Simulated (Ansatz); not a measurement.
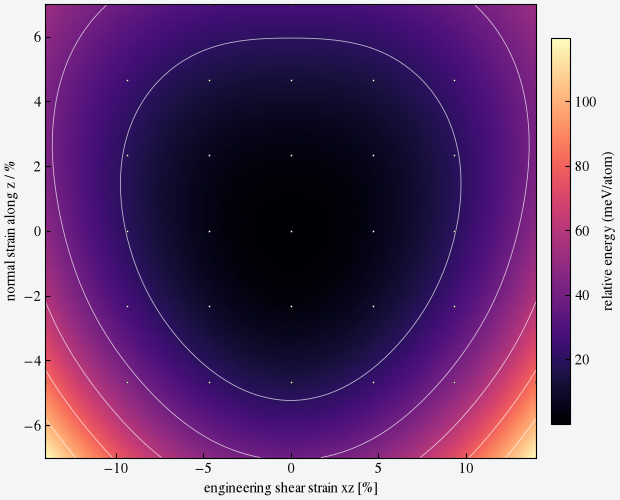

Al (Fm-3m, No. 225; 1 atom in the cell). The energy is mapped over two homogeneous strains (x, y and z along the cube axes). Coordinates scanned: (1) engineering shear strain xz; (2) normal strain along z. Nothing is relaxed (symmetry fixes all fractional coordinates). Grid: 7 × 7 points; 28 points were computed and 21 follow by symmetry. Points are written as (first, second). Energies are in meV/atom, from the lowest grid point. Computed with Ansatz, DFT LDA+D3(BJ), scalar-relativistic, plane waves, PAW. Settings: cutoff 420 eV, k-mesh 20×20×20, gaussian smearing 0.15 eV, no spin polarisation.

In the figure: a smooth colour map with a few white contour lines, dots at the grid points. Between grid points the surface is interpolated.

The lowest grid point is at (0.0 %, 0.00 %). No other kind of well shows on this grid. The highest grid point, (−14.0 %, −7.00 %), lies 120 meV/atom above the lowest. Round the minimum the two coordinates are nearly uncoupled.

The level of theory is changed to DFT PBE+D3(BJ), scalar-relativistic, plane waves, PAW (Ansatz 0.2.0); with it change the cell, relaxed at the new level (first cell vector 2.816 Å, before 2.775 Å).

Q: What will the new map look like?

A: The lowest place stays at (0.0 %, 0.00 %). The span from the lowest to the highest grid point shrinks from 120 to 114 meV/atom. The curvature at the minimum changes from about 50 to 44 GPa along engineering shear strain xz and from about 109 to 96.8 GPa along normal strain along z.

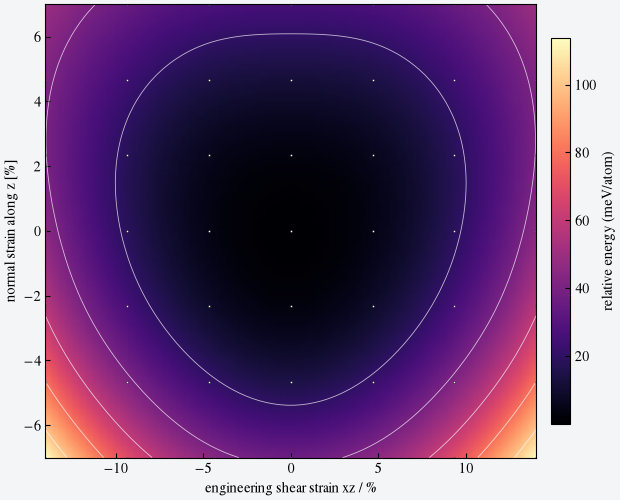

The map after the change, on a colour scale of its own. Drawn: a smooth colour map with a few white contour lines, dots at the grid points. Between grid points the surface is interpolated.

PAW datasets: the set soft_1.
